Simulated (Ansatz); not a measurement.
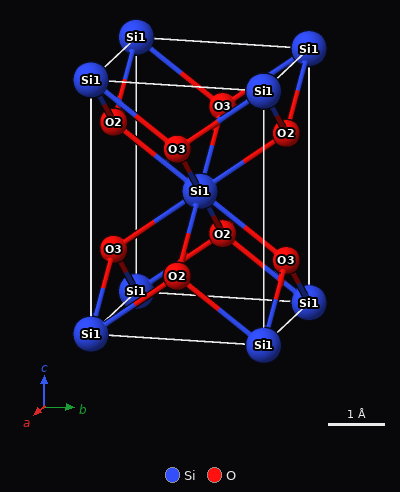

Figure 1. The structure as given in the input (ball-and-stick view of the cell 2 times as large as that of the calculation, set on its symmetry axes, seen slightly off an axis; atoms are numbered from 1 in the order of the input). Near neighbours in the crystal (not all of them lie inside the picture): Si has 8 O at 1.99 Å; O has 4 Si at 1.99 Å.

## SiO₂: a changed input and its effect

System: SiO₂ (I4/mmm, 3 atoms in the cell).
Method of run A: DFT, r2SCAN, plane waves, PAW, no spin polarisation (Ansatz 0.2.0).

The structure was built on a prototype by a generator. The geometry comes from this level: r2SCAN (a point of a series of strains). Text and figures count atoms from 1; the logs count them from 0 in places.

**Input, run A**
```yaml
crystal:
  lattice:
    - [0.0, 2.2641691115, 2.2641691115]
    - [2.3522452899, 0.0, 2.2641691115]
    - [2.3522452899, 2.2641691115, 0.0]
  atoms:
    - { symbol: Si, position: [0.0, 0.0, 0.0] }
    - { symbol: O, position: [0.25, 0.25, 0.25] }
    - { symbol: O, position: [0.75, 0.75, 0.75] }
kpoints:
  mp_grid: { grid: [10, 10, 10] }
  band_path:
    path:
      - [0.0, 0.0, 0.0]
      - [0.5, 0.0, 0.5]
      - [0.625, 0.25, 0.625]
      - [0.375, 0.375, 0.75]
      - [0.5, 0.5, 0.5]
      - [0.5, 0.25, 0.75]
    npoints: 1
hamiltonian:
  xc: r2scan
scf:
  occupations: { method: fixed }
  n_extra_bands: 4
output:
  forces: true
  stress: true
  eigenvalues: true
```

Hardware: 4 threads of an Arm (aarch64) CPU, shared host.

**Output, shortened to warnings, some set-up lines, iterations and results (run A)**
```
Basis set: ecut = 500 eV, 617 PW (Γ), exchange–correlation on 96×96×96 points (64 copies of the dense FFT grid, shifted against one another)
Symmetry: 16 space group operations
k-points: 102 of 1000
Initial density: superposition of atomic densities (neutral atoms: chi_scale 0, normalization atom), corrected by the library's trained network
[...]
SCF iter   1: F=—  HF=-1775.794207 eV  |F-HF|=—  |Δ(HF+E_count)|=         —  Δρ=1.79e-2  dr2=8.71e-2  dr2_τ=1.99e-1  ethr=1.77e-3  ⟨swp⟩=5.1  Hψ=6796  notcnv=0  defer=166
SCF iter   2: F=—  HF=-1775.927352 eV  |F-HF|=—  |Δ(HF+E_count)|=   1.33e-1  Δρ=8.21e-3  dr2=5.67e-3  dr2_τ=2.44e-3  ethr=5.44e-4  ⟨swp⟩=2.1  Hψ=3014  notcnv=0  defer=198
SCF iter   3: F=—  HF=-1775.927446 eV  |F-HF|=—  |Δ(HF+E_count)|=   9.45e-5  Δρ=3.03e-3  dr2=1.25e-3  dr2_τ=9.92e-5  ethr=3.54e-5  ⟨swp⟩=2.3  Hψ=2052  notcnv=0  defer=203
SCF iter   4: F=—  HF=-1775.927443 eV  |F-HF|=—  |Δ(HF+E_count)|=   3.29e-6  Δρ=5.40e-4  dr2=5.55e-5  dr2_τ=4.12e-6  ethr=7.82e-6  ⟨swp⟩=2.2  Hψ=2067  notcnv=0  defer=203
SCF iter   5: F=—  HF=-1775.927431 eV  |F-HF|=—  |Δ(HF+E_count)|=   1.21e-5  Δρ=1.25e-4  dr2=2.94e-6  dr2_τ=1.91e-7  ethr=3.47e-7  ⟨swp⟩=2.0  Hψ=1850  notcnv=0  defer=20
SCF iter   6: F=—  HF=-1775.927431 eV  |F-HF|=—  |Δ(HF+E_count)|=   7.29e-7  Δρ=3.81e-5  dr2=2.96e-7  dr2_τ=8.80e-9  ethr=1.83e-8  ⟨swp⟩=2.7  Hψ=2073  notcnv=0  defer=19
SCF iter   7: F=-1775.927431 eV  HF=-1775.927431 eV  |F-HF|=3.12e-9  |Δ(HF+E_count)|=   2.32e-8  Δρ=6.13e-6  dr2=8.14e-9  dr2_τ=2.09e-10  ethr=6.25e-10  ⟨swp⟩=6.5  Hψ=6263  …
SCF 1 converged in 7 iterations: F = -1775.927431 eV  dr2 = 8.14e-9
NSCF: frozen V_eff on 6 k-points
SCF converged after 7 iterations
Free energy (F): -1775.927431 eV
Harris-Foulkes:  -1775.927431 eV  (|F-HF|=3.12e-9)
Internal energy: -1775.927431 eV  (E = F + TS)
E sigma→0 (E₀):  -1775.927431 eV
Fermi energy:    11.256053 eV
--- Per-component energies (eV) ---
  E_band       = 36.330771
  E_kinetic    = 404.326570
  E_local      = -597.826199  (includes V_loc(G=0)·N_el)
  E_nonlocal   = 113.892360
  E_hartree    = 220.843334
  E_xc         = -200.164874
  E_vxc        = -264.854438  (∫ρ·V_xc dr)
  E_paw        = -839.568678  (= ΣΔE_a)
  E_vpaw       = -76.888810  (= ΣTr[D̂ρ^β])
  E_aug_tail   = 0.002028  (compensation charges beyond the density's cutoff)
  E_vtau       = 15.994957  (kinetic-family band-sum trace: ∫τ·v_τ [+ j·A + Jᵃ·Aᵃ] dr)
  E_ewald      = -877.291658
  E_core_change = -0.140315  (= ΣΔE_core)
  E_smearing   = -0.000000  (= −TS)
  E_closure    = 0.000000  (closes the sum)
  Σ components = -1775.927431   (vs F -1775.927431, Δ=0.00e0)
--- Forces (eV/Å), atoms counted from 1 ---
  atom   1  Si     0.00000000     0.00000000    -0.00000000
  atom   2  O      0.00000000     0.00000000     0.00000000
  atom   3  O     -0.00000000     0.00000000    -0.00000000
  max |Σ_I F_I| component: 6.94e-18 eV/Å
--- Stress (GPa, compression-positive) ---
      -36.769304       0.000000       0.000000
        0.000000       3.009553      -0.000000
        0.000000      -0.000000       3.009553
  P = ⅓ Tr σ = -10.2501 GPa (-102.501 kbar)
```

For run B the input was changed thus:
```diff
-  xc: r2scan
+  xc: pbe
-  occupations: { method: fixed }
+  occupations: { method: fermi_dirac, width: 0.02 }
```

What does this change do to the results?

The total energies belong to different methods, so their difference says nothing on which is more stable or more accurate. The gap on the mesh goes from 2.12 to 1.47 eV. The pressure goes from −10.25 to −0.49 GPa. The functional changes from r2SCAN to PBE. The SCF takes 6 iterations against 7. The default cutoff goes from 500 to 420 eV with the change. The plane waves at Γ go from 617 to 491.

**Output, shortened to warnings, some set-up lines, iterations and results (run B)**
```
Basis set: ecut = 420 eV, 491 PW (Γ), exchange–correlation on 48×48×48 points (8 copies of the dense FFT grid, shifted against one another)
Symmetry: 16 space group operations
k-points: 102 of 1000
Initial density: superposition of atomic densities (neutral atoms: chi_scale 0, normalization atom), corrected by the library's trained network
[...]
SCF iter   1: F=—  HF=-1770.197444 eV  |F-HF|=—  |Δ(HF+E_count)|=         —  Δρ=7.43e-3  dr2=1.07e-2  ethr=1.77e-3  ⟨swp⟩=6.3  Hψ=8220  notcnv=0
SCF iter   2: F=—  HF=-1770.194876 eV  |F-HF|=—  |Δ(HF+E_count)|=   2.57e-3  Δρ=2.10e-3  dr2=7.34e-4  ethr=6.67e-5  ⟨swp⟩=2.1  Hψ=2500  notcnv=0
SCF iter   3: F=—  HF=-1770.194866 eV  |F-HF|=—  |Δ(HF+E_count)|=   9.47e-6  Δρ=4.44e-4  dr2=1.18e-5  ethr=4.59e-6  ⟨swp⟩=2.4  Hψ=2262  notcnv=0
SCF iter   4: F=—  HF=-1770.194939 eV  |F-HF|=—  |Δ(HF+E_count)|=   7.25e-5  Δρ=4.49e-5  dr2=1.35e-7  ethr=7.39e-8  ⟨swp⟩=2.2  Hψ=2027  notcnv=0
SCF iter   5: F=-1770.194939 eV  HF=-1770.194939 eV  |F-HF|=3.63e-9  |Δ(HF+E_count)|=   2.89e-7  Δρ=7.20e-6  dr2=6.70e-9  ethr=8.44e-10  ⟨swp⟩=2.0  Hψ=2038  notcnv=0
SCF iter   6: F=-1770.194939 eV  HF=-1770.194939 eV  |F-HF|=1.75e-11  |Δ(HF+E_count)|=  4.45e-10  Δρ=9.06e-7  dr2=1.04e-10  ethr=4.19e-11  ⟨swp⟩=1.8  Hψ=3901  notcnv=0
SCF 1 converged in 6 iterations: F = -1770.194939 eV  dr2 = 1.04e-10
NSCF: frozen V_eff on 6 k-points
SCF converged after 6 iterations
Free energy (F): -1770.194939 eV
Harris-Foulkes:  -1770.194939 eV  (|F-HF|=1.75e-11)
Internal energy: -1770.194939 eV  (E = F + TS)
E sigma→0 (E₀):  -1770.194939 eV
Fermi energy:    12.264678 eV
--- Per-component energies (eV) ---
  E_band       = 46.541074
  E_kinetic    = 402.209241
  E_local      = -596.216007  (includes V_loc(G=0)·N_el)
  E_nonlocal   = 116.590446
  E_hartree    = 218.351841
  E_xc         = -204.758526
  E_vxc        = -238.326345  (∫ρ·V_xc dr)
  E_paw        = -829.085253  (= ΣΔE_a)
  E_vpaw       = -74.425171  (= ΣTr[D̂ρ^β])
  E_aug_tail   = 0.004977  (compensation charges beyond the density's cutoff)
  E_ewald      = -877.291658
  E_smearing   = -0.000000  (= −TS)
  E_closure    = 0.000000  (closes the sum)
  Σ components = -1770.194939   (vs F -1770.194939, Δ=0.00e0)
--- Forces (eV/Å), atoms counted from 1 ---
  atom   1  Si     0.00000000     0.00000000    -0.00000000
  atom   2  O      0.00000000    -0.00000000     0.00000000
  atom   3  O      0.00000000    -0.00000000    -0.00000000
  max |Σ_I F_I| component: 2.78e-17 eV/Å
--- Stress (GPa, compression-positive) ---
      -25.814383       0.000000       0.000000
        0.000000      12.175251       0.000000
        0.000000      -0.000000      12.175251
  P = ⅓ Tr σ = -0.4880 GPa (-4.880 kbar)
```

**The two runs side by side**

| quantity | run A | run B |
| --- | --- | --- |
| outcome | converged | converged |
| free energy per atom (eV) | −591.9758 | −590.0650 |
| gap on the mesh (eV) | 2.12 | 1.47 |
| pressure (GPa) | −10.25 | −0.49 |
| largest force (eV/Å) | 0.000 | 0.000 |
| SCF iterations | 7 | 6 |
| irreducible k-points | 102 | 102 |
| plane waves at Γ | 617 | 491 |
| wall time (shared host) | 1.9 s | 1 s |
